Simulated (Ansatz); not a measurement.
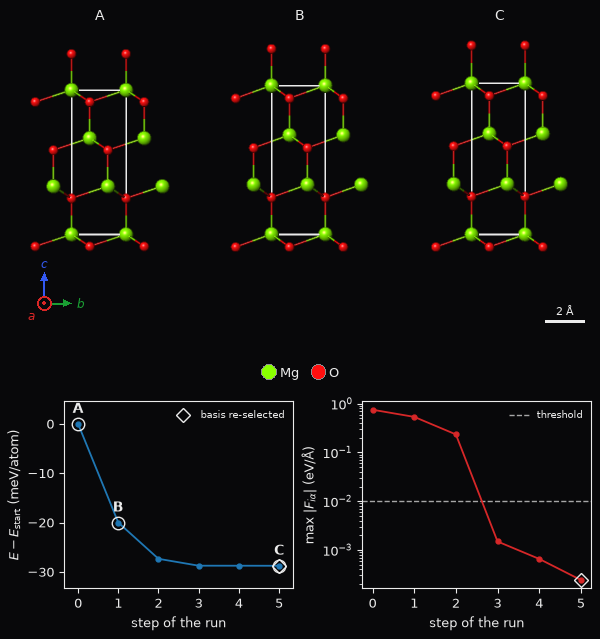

Frames of a relaxation of crystalline MgO (a generated structure, set up in R3m), marked on the history of the run. A ball-and-stick model of the cell of the calculation, seen along the a axis.

Case: stacking ABC.

Computed with Ansatz 0.2.0, DFT r2SCAN, scalar-relativistic, plane waves, PAW.

The input:
```yaml
crystal:
  lattice:
    - [3.288656602, 0.0, 0.0]
    - [-1.644328301, 2.8480601617, 0.0]
    - [0.0, 0.0, 7.550072387]
  atoms:
    - { symbol: Mg, position: [0.0, 0.0, 0.0] }
    - { symbol: O, position: [0.0, 0.0, 0.25] }
    - { symbol: Mg, position: [0.3333333333, 0.6666666667, 0.3333333333] }
    - { symbol: O, position: [0.3333333333, 0.6666666667, 0.5833333333] }
    - { symbol: Mg, position: [0.6666666667, 0.3333333333, 0.6666666667] }
    - { symbol: O, position: [0.6666666667, 0.3333333333, 0.9166666667] }
basis:
  ecutwfc: 500
kpoints:
  mp_grid: { grid: [12, 12, 3] }
hamiltonian:
  xc: r2scan
scf:
  occupations: { method: gaussian, width: 0.02 }
output:
  forces: true
  stress: true
  eigenvalues: true
  populations: true
relax:
  adjacent_minimum: "off"
  f_tol: 0.01
  max_steps: 45
  cell: { stress_tol: 0.05 }
```

Run as
```bash
ansatz run input.yaml --threads 4 --pin off --max-ram 12288MiB --backend cpu --events-out ev --progress --plain --runs-dir out
```

**What happens along the run?**

After 4 accepted moves (5 points after the start) the energy has fallen by 28.7 meV per atom. The largest force component goes from 0.75 to 0.00024 eV/Å. The pressure goes from 1.83 to −0.03 GPa. At 1 point the geometry stayed and the basis and grid were re-selected for the new cell (energy shift of less than 0.05 meV per atom at most each time). No atom moves by more than 0.005 Å relative to the cell. The drawn cell changes as follows: a = b 3.289 → 3.228 Å (−1.9 %), c 7.550 → 7.906 Å (+4.7 %); the volume changes by +0.9 %. Some distances before and after: Mg1–O2 1.888 → 1.977 Å, Mg1–O6 2.000 → 1.977 Å. The space group (tolerance 0.01 Å) goes from R3m (No. 160) to F-43m (No. 216). From step 0 to 1: volume +0.4 %, energy −20.0 meV per atom. From step 1 to 5: volume +0.5 %, energy −8.8 meV per atom.

| step | E − E(0), meV/atom | largest force component, eV/Å | pressure, GPa | volume, Å³/atom | note |
| --- | --- | --- | --- | --- | --- |
| 0 | 0.00 | 0.7526 | 1.83 | 11.786 |  |
| 1 | -19.99 | 0.5369 | 0.91 | 11.834 |  |
| 2 | -27.33 | 0.2347 | 0.36 | 11.856 |  |
| 3 | -28.72 | 0.0015 | -0.08 | 11.894 |  |
| 4 | -28.73 | 0.0007 | -0.03 | 11.888 |  |
| 5 | -28.74 | 0.0002 | -0.03 | 11.888 | same geometry, new basis |
